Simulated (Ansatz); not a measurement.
**Geometry relaxation, with input and output: MgI$_{2}$ (part 1 of 2)**

- system: MgI$_{2}$ (slab, 6 atoms in the cell)
- method: DFT PBE+D3(BJ), scalar-relativistic, plane waves, PAW, no spin polarisation (Ansatz 0.2.0)

The structure derives from an entry of the Crystallography Open Database. The input holds or restrains some coordinates.

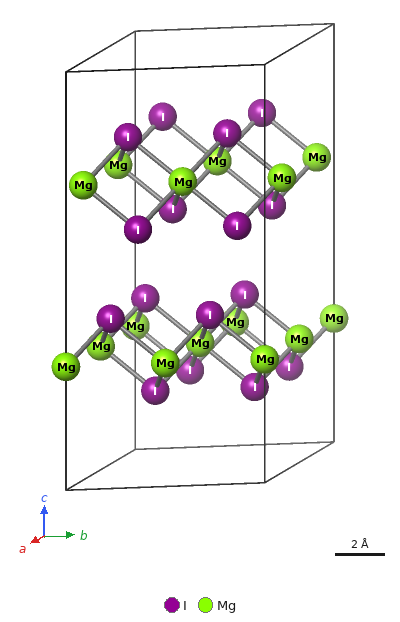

Fig. 1: The starting structure (ball-and-stick view of the 2 × 2 repeat of the cell, with the vacuum cut short, seen slightly off an axis). Near neighbours in the crystal (not all of them lie inside the picture): I has 3 Mg at 2.92 Å; Mg has 6 I at 2.92 Å.

### Input file
```yaml
crystal:
  lattice:
    - [4.1311066717, 0.0, 0.0]
    - [-2.0655533359, 3.5776433235, 0.0]
    - [0.0, 0.0, 24.2265083865]
  atoms:
    - { symbol: I, position: [0.3333333333, 0.6666666667, 0.1857469483] }
    - { symbol: Mg, position: [0.0, 0.0, 0.2551348768] }
    - { symbol: I, position: [0.6666666667, 0.3333333333, 0.3244418386] }
    - { symbol: I, position: [0.8333333333, 0.6666666667, 0.4825514101] }
    - { symbol: Mg, position: [0.5, 0.0, 0.5518641394] }
    - { symbol: I, position: [1.1666666667, 0.3333333333, 0.6212433899] }
basis:
  ecutwfc: 420
kpoints:
  mp_grid: { grid: [9, 9, 1] }
hamiltonian:
  xc: pbe
  dispersion: d3bj
scf:
  occupations: { method: gaussian, width: 0.05 }
output:
  forces: true
  eigenvalues: true
relax:
  adjacent_minimum: "off"
  f_tol: 0.003
  max_steps: 20
  constraints: [{ site: 0 }, { sites: [1, 2, 3, 4, 5], fix: xy }]
efield:
  axis: 3
  dipole_correction: true
  ramp_width: 0.04
```

Run on 1 thread of Intel Xeon (Granite Rapids), 32 GiB of memory available, shared host.

Launched with:
```bash
ansatz run input.yaml --threads 1 --pin off --max-ram 3072MiB --backend cpu --events-out ev --progress --plain --runs-dir out
```

### Log
```
Engine: ansatz 0.2.0, x86_64-unknown-linux-gnu
Pseudopotentials: kind: paw
Pseudopotential: I, paw, valence charge 17, recommended cutoff 420 eV (normal), I.paw.azcp
Pseudopotential: Mg, paw, valence charge 10, recommended cutoff 420 eV (normal), Mg.paw.azcp
Functional definition: PBE
  parameter kappa = 0.804
  parameter beta = 0.06672455060314922
  exchange = pbe_x(kappa = kappa, mu = beta*pi^2/3)
  correlation = pbe_c(beta = beta)
Crystal: 6 atoms, lattice volume = 358.059 Å³
Basis set: ecut = 420 eV, 6897 PW (Γ), exchange–correlation on 60×60×324 points (8 copies of the dense FFT grid, shifted against one another)
Bands: 53, of which v1, the nominal top of the filled ones, is band 44 counted from 1 (43 counted from 0)
Symmetry: 2 space group operations
Space group: Cm (ITA 8), of the structure as read, at distance tolerance 7.1e-5 Å
k-points: 25 of 81 (time reversal used)
Non-local potential: I, projectors of the file, l = 0: 2, l = 1: 2, l = 2: 2, l = 3: 2
Non-local potential: Mg, projectors of the file, l = 0: 3, l = 1: 2, l = 2: 1
PAW form: soft (Blöchl's): semilocal exchange-correlation on the pseudo side does not see the compensation charge
PAW one-centre angular grid: I, 590 points (default); XC on 64 Gauss nodes
PAW one-centre angular grid: Mg, 110 points (default); XC on 64 Gauss nodes
Initial density: superposition of atomic densities (neutral atoms: chi_scale 0, normalization atom), corrected by the library's trained network
Initial wavefunctions: pseudopotential atomic-orbital guess
Functional: x = pbe(κ = 0.804, μ = 0.2195149727645171), c = pbe(β = 0.06672455060314922)
SCF iter   1: F=—  HF=-33907.168279 eV  |F-HF|=—  |Δ(HF+E_count)|=         —  Δρ=6.19e-4  dr2=2.82e-3  ethr=1.77e-3  p=0.000 e·Å  D=2.18e-5 V/Å  ΔV_dip=-0.00 eV  dr2_dipole=3.86e-8  V_vac-E_F(+/−)=4.73/4.74 eV  ⟨swp⟩=15.7  Hψ=7819  notcnv=0  defer=25
efield: sawtooth ramp at fractional position 0.8835 (placed from the atoms, in the widest stretch of the axis that holds none; the zero of the levels goes with the place), width 0.0400; the density the first Hamiltonian is built on has a dipole p = 0.000 e·Å; the dipole correction subtracts the counter field D = 2.18e-5 V/Å, which shifts the + side's vacuum level by -0.00 eV against the − side's; the planar-averaged density in the ramp window peaks in size at 6.2e-5 e/Å³
preconditioner: auto → Resta (q_TF=auto, 2.159 Å⁻¹)  ε∞=2.2  [insulator: Δε(μ)=3.544 eV  Ē_g=9.938 eV  σ=0.050 eV  W_gap=1.00  n_scr=70 (ndim 8)  ℏωp=11.1 eV  f_vac=0.456  D(μ)=0.00/eV (n_scr^D=0)  ε∞_Penn≈2.2  vacuum switching on, ρ_ref=7.2e-3 e/Å³]
SCF iter   2: F=—  HF=-33907.169722 eV  |F-HF|=—  |Δ(HF+E_count)|=   1.44e-3  Δρ=4.67e-4  dr2=2.58e-3  ethr=3.20e-6  p=0.000 e·Å  D=6.64e-5 V/Å  ΔV_dip=-0.00 eV  dr2_dipole=5.31e-8  V_vac-E_F(+/−)=4.65/4.65 eV  ⟨swp⟩=2.9  Hψ=2122  notcnv=0  defer=70
SCF iter   3: F=—  HF=-33907.169611 eV  |F-HF|=—  |Δ(HF+E_count)|=   1.11e-4  Δρ=2.24e-4  dr2=3.82e-4  ethr=2.93e-6  p=-0.000 e·Å  D=-8.52e-6 V/Å  ΔV_dip=0.00 eV  dr2_dipole=5.78e-8  V_vac-E_F(+/−)=4.58/4.58 eV  ⟨swp⟩=2.0  Hψ=1617  notcnv=0  defer=70
SCF iter   4: F=—  HF=-33907.169617 eV  |F-HF|=—  |Δ(HF+E_count)|=   6.00e-6  Δρ=7.59e-5  dr2=5.90e-5  ethr=4.34e-7  p=0.000 e·Å  D=4.17e-5 V/Å  ΔV_dip=-0.00 eV  dr2_dipole=7.59e-11  V_vac-E_F(+/−)=4.57/4.57 eV  ⟨swp⟩=3.0  Hψ=2296  notcnv=0  defer=70
SCF iter   5: F=—  HF=-33907.169689 eV  |F-HF|=—  |Δ(HF+E_count)|=   7.21e-5  Δρ=3.45e-5  dr2=2.08e-5  ethr=6.70e-8  p=0.000 e·Å  D=2.27e-5 V/Å  ΔV_dip=-0.00 eV  dr2_dipole=1.06e-8  V_vac-E_F(+/−)=4.56/4.56 eV  ⟨swp⟩=1.9  Hψ=1378  notcnv=0  defer=80
SCF iter   6: F=—  HF=-33907.169686 eV  |F-HF|=—  |Δ(HF+E_count)|=   2.91e-6  Δρ=1.08e-5  dr2=2.07e-6  ethr=2.37e-8  p=0.000 e·Å  D=6.38e-5 V/Å  ΔV_dip=-0.00 eV  dr2_dipole=1.74e-8  V_vac-E_F(+/−)=4.56/4.56 eV  ⟨swp⟩=2.2  Hψ=1535  notcnv=0  defer=80
iter 7 did not close the SCF: its close was put off until two iterations running show no level that it waits for move by more than its bar (scf_convergence_deferred on its scf_iter line)
SCF iter   7: F=-33907.169686 eV  HF=-33907.169686 eV  |F-HF|=3.08e-8  |Δ(HF+E_count)|=   4.66e-7  Δρ=1.95e-6  dr2=2.18e-8  ethr=2.56e-10  p=0.000 e·Å  D=3.28e-5 V/Å  ΔV_dip=-0.00 eV  dr2_dipole=1.82e-9  V_vac-E_F(+/−)=4.56/4.56 eV  ⟨swp⟩=14.4  Hψ=6624  notcnv=0
iter 8 did not close the SCF: its close was put off until two iterations running show no level that it waits for move by more than its bar (scf_convergence_deferred on its scf_iter line)
SCF iter   8: F=-33907.169686 eV  HF=-33907.169686 eV  |F-HF|=2.94e-9  |Δ(HF+E_count)|=   3.61e-8  Δρ=7.31e-7  dr2=7.06e-9  ethr=2.47e-11  p=0.000 e·Å  D=4.90e-5 V/Å  ΔV_dip=-0.00 eV  dr2_dipole=2.33e-9  V_vac-E_F(+/−)=4.56/4.56 eV  ⟨swp⟩=5.4  Hψ=4494  notcnv=0
SCF iter   9: F=-33907.169686 eV  HF=-33907.169686 eV  |F-HF|=2.91e-10  |Δ(HF+E_count)|=   2.31e-9  Δρ=2.87e-7  dr2=7.76e-10  ethr=8.02e-12  p=0.000 e·Å  D=3.79e-5 V/Å  ΔV_dip=-0.00 eV  dr2_dipole=1.66e-10  V_vac-E_F(+/−)=4.56/4.56 eV  ⟨swp⟩=3.9  Hψ=3404  notcnv=0
SCF 1 converged in 9 iterations: F = -33907.169686 eV  dr2 = 7.76e-10
  greatest PAW one-centre occupation: 1.000 electrons in one spin orbital (limit 2), on the Mg atom at site 4 (counted from 0), in its partial waves of l = 0
relax step   1: F+E_penalty+E_count = -33907.16968589 eV  Δ(F+E_penalty+E_count) = +0.000e0 eV  max|allowed force component| = 2.249e-2 eV/Å  Δτ_max = 0.0000 Å  (9 SCF iters, dr2 threshold 2.25e-7 eV, accepted)
Initial density: handed on by an earlier stage of this run
Initial wavefunctions: those handed on with the density
iter 1 solved again at ethr=7.29e-6 eV; its pass at ethr=3.10e-3 eV (dr2=6.41e-3 eV) is discarded
SCF iter   1: F=—  HF=-33907.168600 eV  |F-HF|=—  |Δ(HF+E_count)|=         —  Δρ=1.63e-3  dr2=5.76e-3  ethr=7.29e-6  p=0.000 e·Å  D=2.40e-5 V/Å  ΔV_dip=-0.00 eV  dr2_dipole=5.95e-5  V_vac-E_F(+/−)=4.56/4.56 eV  ⟨swp⟩=2.0  Hψ=4632  notcnv=0  defer=86
efield: sawtooth ramp at fractional position 0.8835 (handed on by an earlier solve), width 0.0400; the density the first Hamiltonian is built on has a dipole p = 0.000 e·Å; the dipole correction subtracts the counter field D = 2.40e-5 V/Å, which shifts the + side's vacuum level by -0.00 eV against the − side's; the planar-averaged density in the ramp window peaks in size at 6.4e-6 e/Å³
preconditioner: auto → Resta (q_TF=auto, 2.159 Å⁻¹)  ε∞=2.2  [insulator: Δε(μ)=3.586 eV  Ē_g=9.968 eV  σ=0.050 eV  W_gap=1.00  n_scr=70 (ndim 8)  ℏωp=11.1 eV  f_vac=0.457  D(μ)=0.00/eV (n_scr^D=0)  ε∞_Penn≈2.2  vacuum switching on, ρ_ref=7.2e-3 e/Å³]
SCF iter   2: F=—  HF=-33907.169377 eV  |F-HF|=—  |Δ(HF+E_count)|=   7.76e-4  Δρ=8.63e-4  dr2=1.61e-3  ethr=6.54e-6  p=-0.003 e·Å  D=-1.71e-3 V/Å  ΔV_dip=0.04 eV  dr2_dipole=1.77e-5  V_vac-E_F(+/−)=4.58/4.54 eV  ⟨swp⟩=1.8  Hψ=1339  notcnv=0  defer=86
SCF iter   3: F=—  HF=-33907.170071 eV  |F-HF|=—  |Δ(HF+E_count)|=   6.95e-4  Δρ=2.41e-4  dr2=5.54e-4  ethr=1.83e-6  p=0.003 e·Å  D=1.56e-3 V/Å  ΔV_dip=-0.04 eV  dr2_dipole=1.15e-4  V_vac-E_F(+/−)=4.53/4.56 eV  ⟨swp⟩=2.0  Hψ=1743  notcnv=0  defer=86
SCF iter   4: F=—  HF=-33907.169999 eV  |F-HF|=—  |Δ(HF+E_count)|=   7.21e-5  Δρ=5.27e-5  dr2=4.39e-6  ethr=6.29e-7  p=-0.001 e·Å  D=-4.12e-4 V/Å  ΔV_dip=0.01 eV  dr2_dipole=4.92e-7  V_vac-E_F(+/−)=4.56/4.55 eV  ⟨swp⟩=2.1  Hψ=1526  notcnv=0  defer=86
SCF iter   5: F=—  HF=-33907.170127 eV  |F-HF|=—  |Δ(HF+E_count)|=   1.28e-4  Δρ=1.62e-5  dr2=7.50e-7  ethr=4.98e-9  p=-0.000 e·Å  D=-2.28e-4 V/Å  ΔV_dip=0.01 eV  dr2_dipole=6.71e-8  V_vac-E_F(+/−)=4.56/4.55 eV  ⟨swp⟩=2.0  Hψ=2074  notcnv=0  defer=86
SCF iter   6: F=—  HF=-33907.170128 eV  |F-HF|=—  |Δ(HF+E_count)|=   2.85e-7  Δρ=3.58e-6  dr2=9.18e-8  ethr=8.52e-10  p=-0.001 e·Å  D=-2.85e-4 V/Å  ΔV_dip=0.01 eV  dr2_dipole=1.70e-9  V_vac-E_F(+/−)=4.56/4.55 eV  ⟨swp⟩=2.0  Hψ=2289  notcnv=0  defer=86
SCF iter   7: F=-33907.170128 eV  HF=-33907.170128 eV  |F-HF|=7.31e-9  |Δ(HF+E_count)|=   9.51e-9  Δρ=1.22e-6  dr2=9.98e-9  ethr=3.59e-11  p=-0.001 e·Å  D=-2.70e-4 V/Å  ΔV_dip=0.01 eV  dr2_dipole=2.81e-9  V_vac-E_F(+/−)=4.56/4.55 eV  ⟨swp⟩=16.1  Hψ=6244  notcnv=0
SCF 2 converged in 7 iterations: F = -33907.170128 eV  dr2 = 9.98e-9
  greatest PAW one-centre occupation: 1.000 electrons in one spin orbital (limit 2), on the Mg atom at site 1 (counted from 0), in its partial waves of l = 0
relax step   2: F+E_penalty+E_count = -33907.17012775 eV  Δ(F+E_penalty+E_count) = -4.419e-4 eV  max|allowed force component| = 4.492e-2 eV/Å  Δτ_max = 0.0868 Å  (7 SCF iters, dr2 threshold 3.16e-8 eV, accepted)
SCF iter   1: F=—  HF=-33907.170491 eV  |F-HF|=—  |Δ(HF+E_count)|=         —  Δρ=2.35e-4  dr2=2.03e-4  ethr=1.16e-6  p=-0.001 e·Å  D=-2.71e-4 V/Å  ΔV_dip=0.01 eV  dr2_dipole=1.00e-6  V_vac-E_F(+/−)=4.56/4.55 eV  ⟨swp⟩=3.2  Hψ=3235  notcnv=0  defer=86
efield: sawtooth ramp at fractional position 0.8835 (handed on by an earlier solve), width 0.0400; the density the first Hamiltonian is built on has a dipole p = -0.001 e·Å; the dipole correction subtracts the counter field D = -2.71e-4 V/Å, which shifts the + side's vacuum level by +0.01 eV against the − side's; the planar-averaged density in the ramp window peaks in size at 7.3e-6 e/Å³
preconditioner: auto → Resta (q_TF=auto, 2.159 Å⁻¹)  ε∞=2.2  [insulator: Δε(μ)=3.576 eV  Ē_g=9.956 eV  σ=0.050 eV  W_gap=1.00  n_scr=70 (ndim 8)  ℏωp=11.1 eV  f_vac=0.456  D(μ)=0.00/eV (n_scr^D=0)  ε∞_Penn≈2.2  vacuum switching on, ρ_ref=7.2e-3 e/Å³]
SCF iter   2: F=—  HF=-33907.170469 eV  |F-HF|=—  |Δ(HF+E_count)|=   2.22e-5  Δρ=1.19e-4  dr2=3.18e-5  ethr=2.31e-7  p=-0.000 e·Å  D=-4.18e-5 V/Å  ΔV_dip=0.00 eV  dr2_dipole=1.98e-9  V_vac-E_F(+/−)=4.56/4.55 eV  ⟨swp⟩=2.0  Hψ=1680  notcnv=0  defer=86
SCF iter   3: F=—  HF=-33907.170591 eV  |F-HF|=—  |Δ(HF+E_count)|=   1.23e-4  Δρ=4.51e-5  dr2=7.06e-6  ethr=3.62e-8  p=-0.000 e·Å  D=-8.15e-5 V/Å  ΔV_dip=0.00 eV  dr2_dipole=5.95e-8  V_vac-E_F(+/−)=4.56/4.55 eV  ⟨swp⟩=2.2  Hψ=1627  notcnv=0  defer=86
SCF iter   4: F=—  HF=-33907.170592 eV  |F-HF|=—  |Δ(HF+E_count)|=   1.03e-6  Δρ=7.48e-6  dr2=5.99e-7  ethr=8.03e-9  p=-0.000 e·Å  D=-9.07e-6 V/Å  ΔV_dip=0.00 eV  dr2_dipole=1.72e-8  V_vac-E_F(+/−)=4.55/4.55 eV  ⟨swp⟩=2.0  Hψ=1561  notcnv=0  defer=86
SCF iter   5: F=-33907.170592 eV  HF=-33907.170592 eV  |F-HF|=2.65e-9  |Δ(HF+E_count)|=   1.01e-8  Δρ=4.04e-6  dr2=6.09e-8  ethr=1.43e-10  p=-0.000 e·Å  D=-3.79e-5 V/Å  ΔV_dip=0.00 eV  dr2_dipole=7.75e-10  V_vac-E_F(+/−)=4.56/4.55 eV  ⟨swp⟩=13.8  Hψ=5911  notcnv=0
SCF 3 converged in 5 iterations: F = -33907.170592 eV  dr2 = 6.09e-8
relax step   3: F+E_penalty+E_count = -33907.17059213 eV  Δ(F+E_penalty+E_count) = -4.644e-4 eV  max|allowed force component| = 6.989e-4 eV/Å  Δτ_max = 0.0151 Å  (5 SCF iters, dr2 threshold 1.26e-7 eV, accepted)
iter 1 solved again at ethr=6.88e-11 eV; its pass at ethr=3.10e-3 eV (dr2=6.05e-8 eV) is discarded
SCF iter   1: F=—  HF=-33907.170569 eV  |F-HF|=—  |Δ(HF+E_count)|=         —  Δρ=4.03e-6  dr2=6.06e-8  ethr=6.88e-11  p=-0.000 e·Å  D=-3.79e-5 V/Å  ΔV_dip=0.00 eV  dr2_dipole=8.53e-10  V_vac-E_F(+/−)=4.56/4.55 eV  ⟨swp⟩=1.0  Hψ=3250  notcnv=0
efield: sawtooth ramp at fractional position 0.8835 (handed on by an earlier solve), width 0.0400; the density the first Hamiltonian is built on has a dipole p = -0.000 e·Å; the dipole correction subtracts the counter field D = -3.79e-5 V/Å, which shifts the + side's vacuum level by +0.00 eV against the − side's; the planar-averaged density in the ramp window peaks in size at 7.3e-6 e/Å³
preconditioner: auto → Resta (q_TF=auto, 2.159 Å⁻¹)  ε∞=2.2  [insulator: Δε(μ)=3.574 eV  Ē_g=9.954 eV  σ=0.050 eV  W_gap=1.00  n_scr=70 (ndim 8)  ℏωp=11.1 eV  f_vac=0.456  D(μ)=0.00/eV (n_scr^D=0)  ε∞_Penn≈2.2  vacuum switching on, ρ_ref=7.2e-3 e/Å³]
SCF iter   2: F=—  HF=-33907.170592 eV  |F-HF|=—  |Δ(HF+E_count)|=   2.27e-5  Δρ=2.14e-6  dr2=1.28e-8  ethr=6.88e-11  p=-0.000 e·Å  D=-3.13e-5 V/Å  ΔV_dip=0.00 eV  dr2_dipole=1.34e-10  V_vac-E_F(+/−)=4.56/4.55 eV  ⟨swp⟩=2.0  Hψ=2339  notcnv=0
SCF iter   3: F=-33907.170592 eV  HF=-33907.170592 eV  |F-HF|=2.91e-9  |Δ(HF+E_count)|=   9.98e-9  Δρ=1.02e-6  dr2=3.86e-9  ethr=1.02e-11  p=-0.000 e·Å  D=-3.49e-5 V/Å  ΔV_dip=0.00 eV  dr2_dipole=2.43e-11  V_vac-E_F(+/−)=4.56/4.55 eV  ⟨swp⟩=5.2  Hψ=4252  notcnv=0
SCF 4 converged in 3 iterations: F = -33907.170592 eV  dr2 = 3.86e-9
relax step   4: F+E_penalty+E_count = -33907.17059215 eV  Δ(F+E_penalty+E_count) = -2.287e-8 eV  max|allowed force component| = 6.511e-4 eV/Å  Δτ_max = 0.0000 Å  (3 SCF iters, accepted)
```
